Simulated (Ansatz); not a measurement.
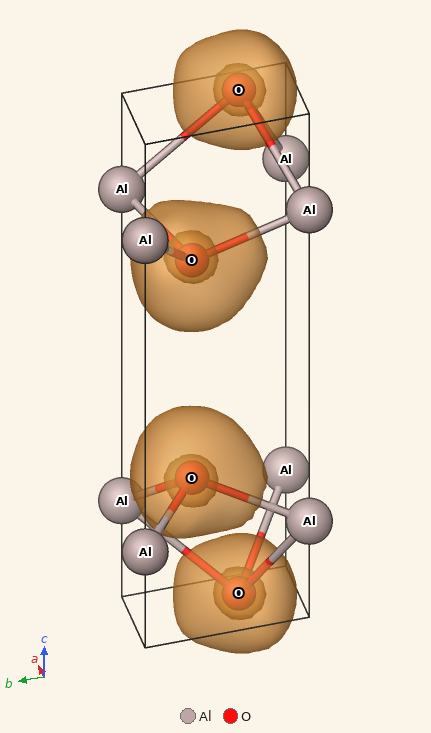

The picture shows: Al2O3. Isosurface of the electron localisation function at 0.7 (orange), seen at an oblique angle. Only the valence region is drawn (cores and ρ < 0.01 e/Å³ removed). Sticks mark near contacts.

Space group P-6m2; a structure from a database of computed crystals, not necessarily the ambient phase.

These are results of Ansatz, DFT PBE+D3(BJ), scalar-relativistic, plane waves, PAW, not measurements.

In a PAW calculation such maps are meaningful between the atoms, not at the nuclei.

Question: Identify the bonds, lone pairs and shells in this picture.

Answer: The ELF exceeds this value in two regions on O in which the atom's valence shell and bonds are merged and one region wrapped around O (its valence shell), counted in one cell of 5 atoms. Any copies at cell faces, edges or corners count once. Along the contacts the grid gives the following. Al–O (1.79 Å): the ELF peaks at about 0.85 in the valence shell of O, 0.7 Å from its nucleus, and is about 0.80 at the midpoint.

Question: Does the calculation make it a metal, or give it a gap?

Answer: It is gapped, with a Kohn–Sham gap of 4.6 eV on the k-point mesh, an upper bound to the gap of this method.
